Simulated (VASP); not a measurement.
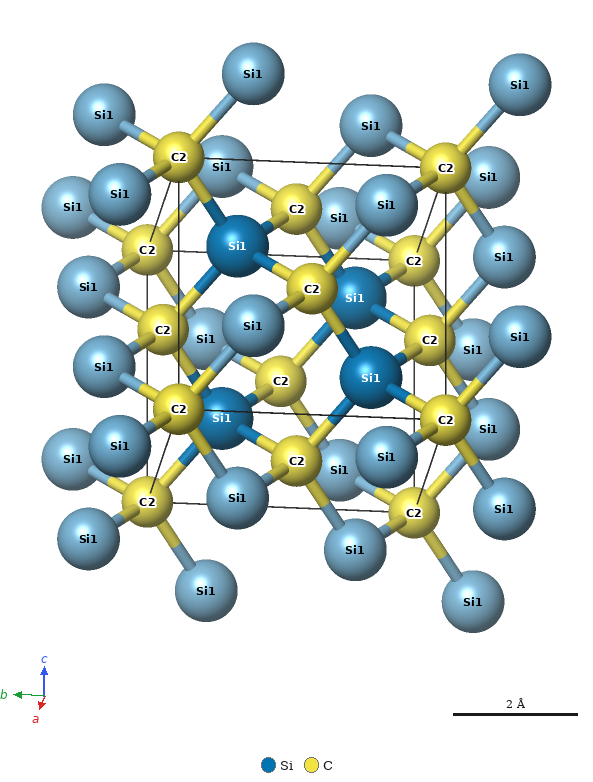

Fig. 1: The structure of run A (ball-and-stick view of the cell 4 times as large as that of the calculation, set on its symmetry axes, seen at an oblique angle; neighbours outside the cell are drawn fainter; atoms are numbered from 1 in the order of the input). Near neighbours in the crystal (not all of them lie inside the picture): Si has 4 C at 1.89 Å; C has 4 Si at 1.89 Å.

## What a change does: geometry relaxation on SiC

System: SiC (2 atoms in the cell).
Method of run A: Kohn-Sham DFT of a periodic cell, PBEsol, VASP PAW PBE potentials, recommended, no spin polarisation (VASP 6.6.1).

The structure derives from a Materials Project entry. 

**INCAR, run A**
```
ALGO = Normal
EDIFF = 1E-7
EDIFFG = -0.005
ENCUT = 600
GGA = PS
IBRION = 2
ISIF = 3
ISMEAR = 0
LASPH = T
LCHARG = F
LREAL = F
LWAVE = F
NELM = 80
NSW = 90
PREC = Accurate
SIGMA = 0.02
```

**KPOINTS, run A**
```
k-points
0
Gamma
  10 10 10
```

**POSCAR, run A**
```
SiC
1.0
    0.0000000000      2.1769966200      2.1769966200
    2.1769966200      0.0000000000      2.1769966200
    2.1769966200      2.1769966200      0.0000000000
Si C
1 1
Direct
    0.7500000000      0.7500000000      0.7500000000
    0.0000000000      0.0000000000      0.0000000000
```

Command:
```bash
cat potpaw_PBE.64/Si/POTCAR potpaw_PBE.64/C/POTCAR > POTCAR
mpirun -np 1 vasp_std > vasp.out
```

Hardware: 1 thread of AMD EPYC (Zen 3), 1656 GiB of memory available, shared host.

**OSZICAR and lines of OUTCAR (run A)**
```
N       E                     dE             d eps       ncg     rms          rms(c)
DAV:   1     0.478151677489E+01    0.47815E+01   -0.45281E+03   752   0.103E+03
DAV:   2    -0.173521934313E+02   -0.22134E+02   -0.20931E+02  1192   0.106E+02
DAV:   3    -0.177194265660E+02   -0.36723E+00   -0.36723E+00   832   0.168E+01
DAV:   4    -0.177204764378E+02   -0.10499E-02   -0.10499E-02  1240   0.104E+00
DAV:   5    -0.177204767080E+02   -0.27012E-06   -0.27012E-06   816   0.137E-02    0.876E+00
DAV:   6    -0.160004533573E+02    0.17200E+01   -0.70992E+00   840   0.150E+01    0.391E+00
DAV:   7    -0.159303054968E+02    0.70148E-01   -0.33861E-01  1104   0.407E+00    0.176E+00
[...]
DAV:   7    -0.159159182486E+02   -0.52970E-07   -0.55639E-09   408   0.525E-04
   2 F= -.15915918E+02 E0= -.15915918E+02  d E =0.207425E-04
       N       E                     dE             d eps       ncg     rms          rms(c)
DAV:   1    -0.159161215502E+02   -0.20335E-03   -0.27941E-03   784   0.462E-01    0.587E-02
DAV:   2    -0.159160721508E+02    0.49399E-04   -0.12742E-04   920   0.747E-02    0.287E-02
DAV:   3    -0.159160622384E+02    0.99124E-05   -0.17215E-05   936   0.294E-02    0.733E-03
DAV:   4    -0.159160609474E+02    0.12910E-05   -0.25438E-06   848   0.968E-03    0.334E-03
DAV:   5    -0.159160610733E+02   -0.12590E-06   -0.61877E-08   624   0.207E-03    0.186E-03
DAV:   6    -0.159160611617E+02   -0.88475E-07   -0.54980E-09   424   0.710E-04
   3 F= -.15916061E+02 E0= -.15916061E+02  d E =-.122171E-03
[... from OUTCAR:]
  free energy    TOTEN  =       -15.91606116 eV
  energy without entropy =      -15.91606116  energy(sigma->0) =      -15.91606116
 E-fermi :   8.1938     XC(G=0): -11.5042     alpha+bet :-16.4323
  free  energy   TOTEN  =       -15.9160611617 eV
  energy  without entropy=      -15.9160611617  energy(sigma->0) =      -15.91606116
```

For run B the input was changed thus:
```diff
-ENCUT = 600
+ENCUT = 480
```

What does this change do to the results?

The free energy of run B is 0.6 meV per atom higher, which measures how much it depends on this numerical setting. More plane waves can only lower the energy of a fixed Hamiltonian, so the higher cutoff gives the lower value. The SCF takes 25 iterations over all geometry steps against 26.

**OSZICAR and lines of OUTCAR (run B)**
```
N       E                     dE             d eps       ncg     rms          rms(c)
DAV:   1     0.128791468773E+02    0.12879E+02   -0.36061E+03   752   0.832E+02
DAV:   2    -0.172746962779E+02   -0.30154E+02   -0.28545E+02  1080   0.149E+02
DAV:   3    -0.177309438612E+02   -0.45625E+00   -0.45625E+00   944   0.202E+01
DAV:   4    -0.177354768211E+02   -0.45330E-02   -0.45330E-02  1192   0.216E+00
DAV:   5    -0.177354797753E+02   -0.29541E-05   -0.29541E-05   872   0.474E-02    0.108E+01
DAV:   6    -0.160063493383E+02    0.17291E+01   -0.71343E+00  1256   0.284E+01    0.842E+00
DAV:   7    -0.159308132779E+02    0.75536E-01   -0.29186E-01  1192   0.467E+00    0.523E+00
[...]
DAV:   6    -0.159146442696E+02    0.28706E-06   -0.16508E-08   472   0.149E-03    0.113E-03
DAV:   7    -0.159146443185E+02   -0.48903E-07   -0.52279E-09   408   0.143E-03
   2 F= -.15914644E+02 E0= -.15914644E+02  d E =0.276526E-04
       N       E                     dE             d eps       ncg     rms          rms(c)
DAV:   1    -0.159148907993E+02   -0.24653E-03   -0.49123E-03   992   0.142E+00    0.105E-01
DAV:   2    -0.159148312964E+02    0.59503E-04   -0.16153E-04  1128   0.147E-01    0.476E-02
DAV:   3    -0.159148189578E+02    0.12339E-04   -0.19902E-05  1096   0.472E-02    0.880E-03
DAV:   4    -0.159148174644E+02    0.14934E-05   -0.22042E-06   880   0.973E-03    0.416E-03
DAV:   5    -0.159148175584E+02   -0.93996E-07   -0.15709E-07   872   0.311E-03
   3 F= -.15914818E+02 E0= -.15914818E+02  d E =-.145587E-03
[... from OUTCAR:]
  free energy    TOTEN  =       -15.91481756 eV
  energy without entropy =      -15.91481756  energy(sigma->0) =      -15.91481756
 E-fermi :   8.5951     XC(G=0): -11.4949     alpha+bet :-16.8539
  free  energy   TOTEN  =       -15.9148175584 eV
  energy  without entropy=      -15.9148175584  energy(sigma->0) =      -15.91481756
```

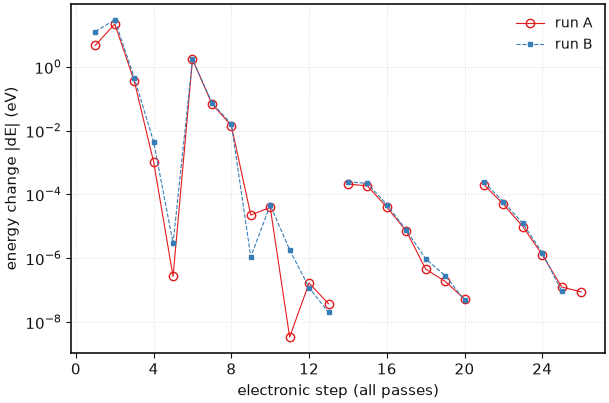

Fig. 2: Convergence of the two runs: energy change |dE| against the electronic step. A break in a curve parts two SCF passes. Run A takes 26 steps in all, and run B takes 25.

**The two runs side by side**

| quantity | run A | run B |
| --- | --- | --- |
| outcome | converged | converged |
| free energy per atom (eV) | −7.9580 | −7.9574 |
| gap on the mesh (eV) | 1.23 | 1.24 |
| pressure (GPa) | 0.01 | 0.01 |
| largest force (eV/Å) | 0.000 | 0.000 |
| SCF iterations | 26 | 25 |
| irreducible k-points | 47 | 47 |
